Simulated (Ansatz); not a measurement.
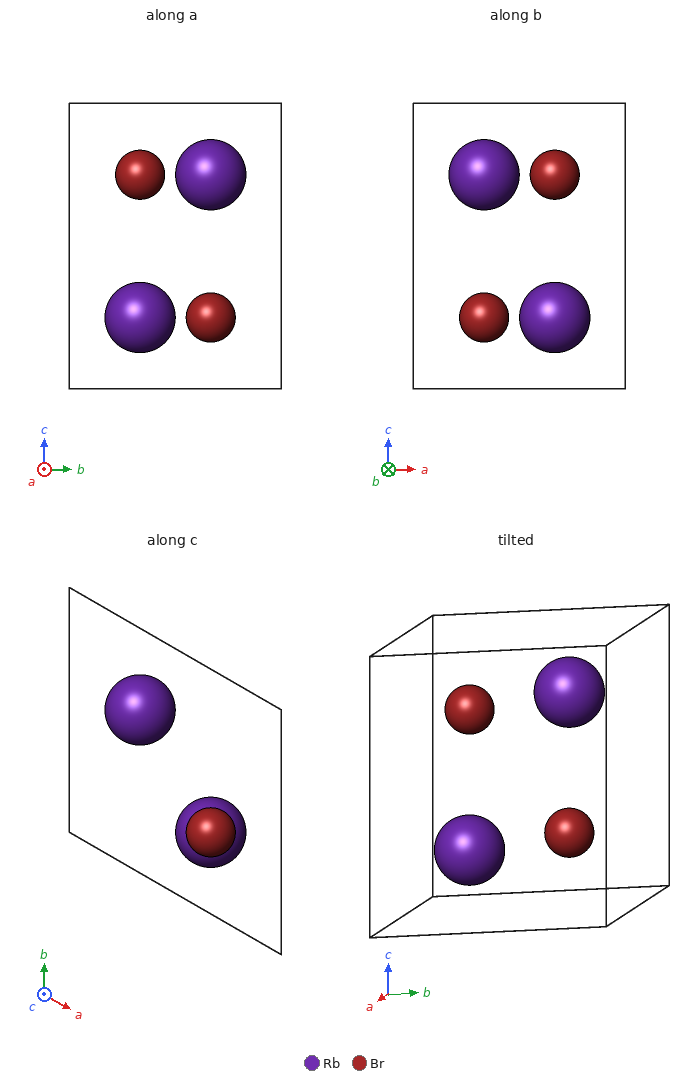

We look at a spheres-only model of the crystal along the a axis, along the b axis, along the c axis and slightly off an axis. The edges of the conventional unit cell are marked.

Lattice parameters: a = 5.890 Å, b = 5.890 Å, c = 6.870 Å, α = 90.00°, β = 90.00°, γ = 120.00°.

### Put the structure into a table of Wyckoff sites.

Space group P6_3/mmc (No. 194).
```tsv
atom	site	x	y	z
Rb	2d	0.3333	0.6667	0.7500
Br	2c	0.3333	0.6667	0.2500
```

Starting structure: a structure type filled with these elements by a generator (whether the compound takes this form wasn't checked). Earlier steps of the study, as a rule a relaxation of our own, may have changed the cell and positions, so they can lie some per cent off the listed ones. It went into a calculation with Ansatz.
